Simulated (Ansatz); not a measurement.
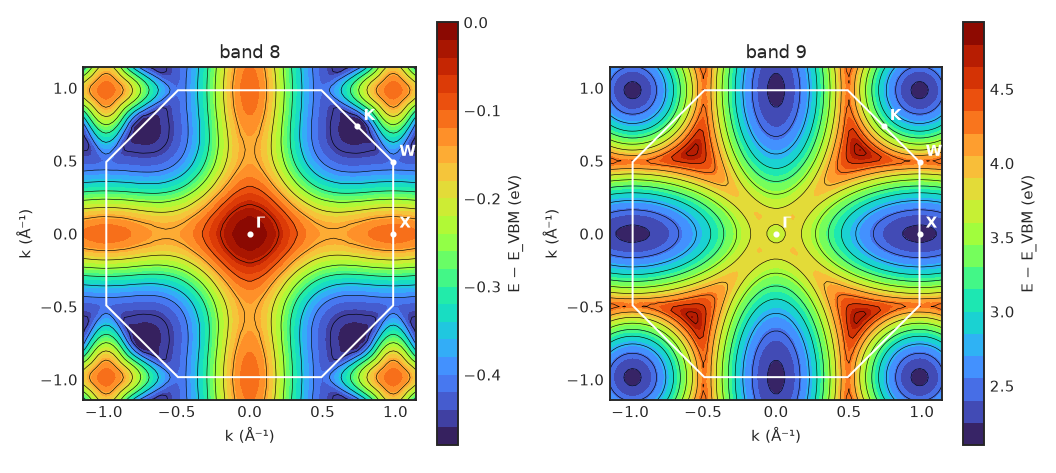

Two bands of BaS in space group Fm-3m over the plane through Γ, X and W: the highest mostly filled and the lowest mostly empty one.

Theory: DFT PBE, scalar-relativistic, plane waves, PAW; levels and slopes on a dense k mesh at the converged density (Ansatz 0.2.0). No spin polarisation. Mesh 32×32×32, interpolated with the band slopes. Cell and positions as given, without relaxation.

Question: Give both levels and their distance at the named points.

Answer:
| point | lower band (eV) | upper band (eV) | distance (eV) |
| --- | --- | --- | --- |
| Γ | 0.00 | 3.69 | 3.69 |
| X | −0.10 | 2.21 | 2.31 |
| W | −0.42 | 4.30 | 4.72 |
| K | −0.47 | 3.34 | 3.81 |

Question: Where are the band edges of the whole zone?

Answer: The valence band has one maximum at Γ, three bands meeting there, with masses of 0.23 and 2.73 mₑ among them, each the same along x, y and z; the conduction band has three equivalent minima at X, principal masses 0.34, 0.34 and 1.30 mₑ. The gap is indirect, 2.21 eV at this level of theory, which underestimates gaps and can reorder valleys that lie close.

Spin-orbit coupling, left out here, can change the gap, its kind, the place of the band edges and the masses, since the compound holds Ba.
